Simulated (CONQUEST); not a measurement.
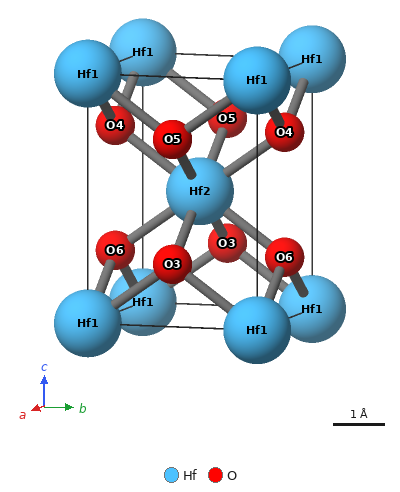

**Figure 1.** The structure (ball-and-stick view of the cell of the calculation, seen slightly off an axis; atoms are numbered from 1 in the order of the input).

## Single-point calculation at one volume of an equation of state, with input and output: HfO2

- system: HfO2 (Fm-3m, 6 atoms in the cell)
- method: Kohn-Sham DFT of a periodic cell, PBE, PseudoDojo NC LDA, no spin polarisation (CONQUEST 1.3)

The structure derives from an entry of the Crystallography Open Database. It belongs to a series of runs on one base structure; here: volume scaled by 0.94.

## Input file
```
IO.Title HfO2
IO.Coordinates coords.dat
IO.FractionalAtomicCoords T
IO.Iprint 2
IO.Iprint_init 1
General.NumberOfSpecies 2
General.PseudopotentialType hamann
General.FunctionalType 101
General.DifferentFunctional T
AtomMove.TypeOfRun static
AtomMove.FullStress T
Grid.PointsAlongX 60
Grid.PointsAlongY 60
Grid.PointsAlongZ 72
DM.SolutionMethod diagon
Diag.MPMesh T
Diag.GammaCentred T
Diag.MPMeshX 7
Diag.MPMeshY 7
Diag.MPMeshZ 5
Diag.kT 0.00099223
minE.SCTolerance 1e-6
SC.MaxIters 100
IO.AtomChargeOutput T
General.PartitionMethod Hilbert
%block ChemicalSpeciesLabel
1 178.490 Hf
2 16.000 O
%endblock
```

Machine: 1 thread of AMD EPYC (Zen 5), 16 GiB of memory available, shared host.

Run as:
```bash
Conquest
```

## Output
```
Simulation cell dimensions:     6.6953 a0 x     6.6953 a0 x     9.4686 a0

      Atomic coordinates (a0)
         Atom         X         Y         Z  Species
            1    0.0000    0.0000    0.0000        1
            2    3.3477    3.3477    4.7343        1
            3    0.0000    3.3477    2.3672        2
            4    3.3477    0.0000    7.1015        2
            5    0.0000    3.3477    7.1015        2
            6    3.3477    0.0000    2.3672        2

         Monkhorst-Pack mesh:   7 x   7 x   5 gamma-centred
        This calculation includes non-local pseudopotentials,
         with a maximum core radius of      8.18838327

    Job title: HfO2
    Job to be run: static calculation

    Ground state search:
      Support functions represented with PAO basis
      1:1 PAO to SF mapping
      Non-spin-polarised electrons
      Solving for the K matrix using diagonalisation
      Using Fermi-Dirac smearing

    Integration grid size:     60 x   60 x   72

    Integration grid spacing:  0.112 a0 x 0.112 a0 x 0.132 a0

    Number of species:  2
    --------------------------------------------------------
    |   #  mass (au)  Charge (e)  SF Rad (a0)  NSF  Label  |
    --------------------------------------------------------
    |   1    178.490      12.000        8.417   10  Hf     |
    |   2     16.000       6.000        4.997    4  O      |
    --------------------------------------------------------
          SCF tolerance:                 0.00000100
          SCF iterations:               100

    The functional used will be GGA PBE96

           radial cut-off to be used is taken to be max PAO cut-off radius for this species:    8.188383

           greatest ang. mom. for making density from PAOs:  2

           radial cut-off to be used is taken to be max PAO cut-off radius for this species:    4.856058

           greatest ang. mom. for making density from PAOs:  1
    Minimum blocs/proc is     4050. Maximum blocs/proc is     4050
    set_atom_dens: In set_atomic_density, electrons :      48.000000000000
 matrix_size & matrix_size_padH =           36          36

    Screened ion int: energy:    -126.627108165082 Ha

    new_SC_potl: Starting.  Tolerance:  0.10000E-05

    PulayMixSC: Starting Pulay mixing, A_up =  0.500 A_dn =  0.500
    PulayMixSC: Spin non-polarised calculation.
          Harris-Foulkes Energy            :      -180.189438797268849 Ha
          (TS=0 as O(N) or entropic contribution is negligible)
          DFT Total Energy                 :      -179.195092653821035 Ha
          Total number of electrons        :        48.000000000006807
    PulayMixSC: Pulay iteration     1 residual:              0.10345E-01
          Harris-Foulkes Energy            :      -179.769155594350423 Ha
          (TS=0 as O(N) or entropic contribution is negligible)
          DFT Total Energy                 :      -179.702369548028031 Ha
          Total number of electrons        :        48.000004551660666
    PulayMixSC: Pulay iteration     2 residual:              0.28759E-02
          Harris-Foulkes Energy            :      -179.748751953767908 Ha
          (TS=0 as O(N) or entropic contribution is negligible)
          DFT Total Energy                 :      -179.746173586518893 Ha
          Total number of electrons        :        48.000008155986457
    PulayMixSC: Pulay iteration     3 residual:              0.62154E-03
          Harris-Foulkes Energy            :      -179.749279499089369 Ha
          (TS=0 as O(N) or entropic contribution is negligible)
          DFT Total Energy                 :      -179.745183711922067 Ha
          Total number of electrons        :        48.000012619330455
    PulayMixSC: Pulay iteration     4 residual:              0.65995E-03
          Harris-Foulkes Energy            :      -179.747896769777867 Ha
          (TS=0 as O(N) or entropic contribution is negligible)
          DFT Total Energy                 :      -179.747895411841171 Ha
          Total number of electrons        :        48.000012834218630
    PulayMixSC: Pulay iteration     5 residual:              0.11163E-04
          Harris-Foulkes Energy            :      -179.747896349560790 Ha
          (TS=0 as O(N) or entropic contribution is negligible)
          DFT Total Energy                 :      -179.747896185306956 Ha
          Total number of electrons        :        48.000012836703640
    PulayMixSC: Pulay iteration     6 residual:              0.37799E-05
          Harris-Foulkes Energy            :      -179.747896291582805 Ha
          (TS=0 as O(N) or entropic contribution is negligible)
          DFT Total Energy                 :      -179.747896290256193 Ha
          Total number of electrons        :        48.000012841512465
    PulayMixSC: Pulay iteration     7 residual:              0.31452E-06
    PulayMixSC: Reached SCF tolerance of  0.31452E-06 after      7 iterations
      | Number of electrons      =        48.000013
      |* band energy as 2Tr[K.H] =       -42.452363821992215 Ha
      |  screened ion-ion energy =      -126.627108165081665 Ha
      |  Ha correction           =        -2.456743999904495 Ha
      |  XC correction           =        -8.211712123346663 Ha
      |* Harris-Foulkes energy   =      -179.747896291582805 Ha
      |* DFT total energy        =      -179.747896290256193 Ha
      |  estimated accuracy      =        -0.000000001326612 Ha

    force: Forces on atoms (Ha/a0)
    force:  Atom   X              Y              Z
    force:     1   0.0000000000   0.0000000000  -0.0000000000
    force:     2  -0.0000000000  -0.0000000000   0.0000000000
    force:     3   0.0000000000   0.0000000000  -0.0000000000
    force:     4  -0.0000000000   0.0000000000  -0.0000000000
    force:     5   0.0000000000   0.0000000000  -0.0000000000
    force:     6   0.0000000000   0.0000000000  -0.0000000000

    force: Maximum force :        0.00000000(Ha/a0) on atom         1 in z direction
    force: Force Residual:        0.00000000 Ha/a0
    force: Total stress:         -7.01851525     0.00000000     0.00000000 GPa
                             0.00000000    -7.01851525     0.00000000
                             0.00000000     0.00000000    -7.11840741
    force: Average pressure:      7.05181264 GPa

    force: Finished force
    get_E_and_F: Change in energy during last step of electronic optimisation:  0.57978E-07

    BIBLIOGRAPHY: Please consider citing the following references in the conquest.bib file

    CONQUEST:         Bowler2002pt, Miyazaki2004, Nakata2020
    Basis:            Bowler2019
    DM:               Bowler:2006xr
    Pseudopotentials: Hamann2013, Bowler2019
    XC functional:    Perdew1996

    Warnings written to file Conquest_warnings; please check
```

## Key numbers

| quantity | value |
| --- | --- |
| outcome | converged |
| space group (tolerance 0.01 Å) | Fm-3m (225) |
| electrons treated | 48 |
| free energy | −4891.1894 eV |
| Fermi energy | −4.658 eV |
| gap on the k-point mesh | 2.72 eV |
| pressure | 7.05 GPa |
| largest force (length of the vector) | under 0.001 eV/Å |
| wall time | 33 s |
| peak memory | 1.3 GiB |

## Remarks

Settings chosen away from the usual ones: volume scaled by 0.94. Further notes kept with the run: read_and_write: Functional in input file differs to pseudopotential but proceeding: 101 -1012. Points of doubt noted for this run: potential of other functional; small atomic basis. Spin–orbit coupling is left out, which matters for Hf. The cell is under a pressure of 7.1 GPa at this level, so it is not at its equilibrium volume.
